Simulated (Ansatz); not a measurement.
System: AlN.

Input file:

```
crystal:
  lattice:
    - [0.0, 2.0455654327, 2.0455654327]
    - [2.0455654327, 0.0, 2.0455654327]
    - [2.0455654327, 2.0455654327, 0.0]
  atoms:
    - { symbol: Al, position: [0.5, 0.5, 0.5] }
    - { symbol: "N", position: [0.0, 0.0, 0.0] }
basis:
  ecutwfc: 500
kpoints:
  mp_grid: { grid: [10, 10, 10] }
hamiltonian:
  xc: r2scan
scf:
  occupations: { method: gaussian, width: 0.02 }
output:
  forces: true
  stress: true
  eigenvalues: true
  populations: true
  write_density: true
  write_potential: true
  elf: true
  volumetric_format: npy
```

Command:

```sh
ansatz run input.yaml --threads 1 --pin off --max-ram 1331MiB --backend cpu --events-out ev --progress --plain --runs-dir out
```

Below, planes, directions and counts refer to the conventional cell (a = 4.09 Å, b = 4.09 Å, c = 4.09 Å, α = 90.00°, β = 90.00°, γ = 90.00°).

Space group Fm-3m; a structure from a database of computed crystals, not necessarily the ambient phase; changed on purpose from its base cell (functional r2SCAN, strained and moved within the space group); computed pressure about −10 GPa in this cell.

These are results of DFT r2SCAN, scalar-relativistic, plane waves, PAW in Ansatz 0.2.0, not measurements.

Predict the valence pseudo-density and electron localisation function between the atoms.

Answer. Al–N (2.05 Å): the density is about 0.51 e/Å³ at the midpoint; the ELF peaks at about 0.85 in the valence shell of N, 0.8 Å from its nucleus, and is about 0.80 at the midpoint.

Metal or insulator at this level of theory?

Answer. It is gapped, with a Kohn–Sham gap of 5.1 eV on the k-point mesh (the band edges may lie off the mesh, which would make the gap smaller).

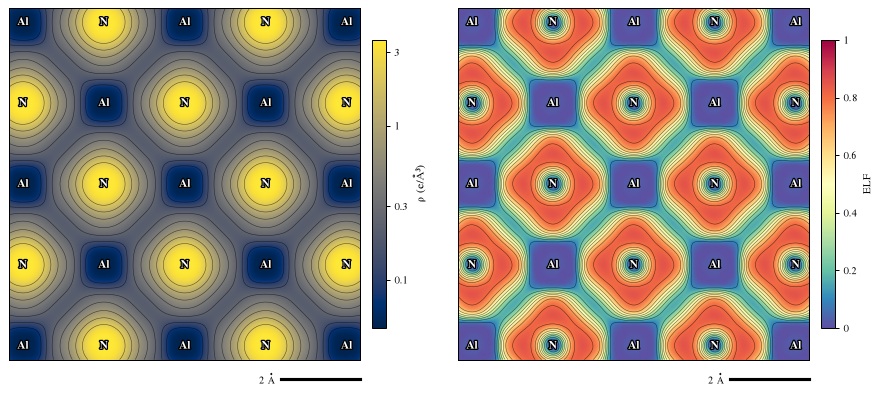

Computed valence pseudo-density and electron localisation function on the (010) plane of the conventional cell, in this order. 
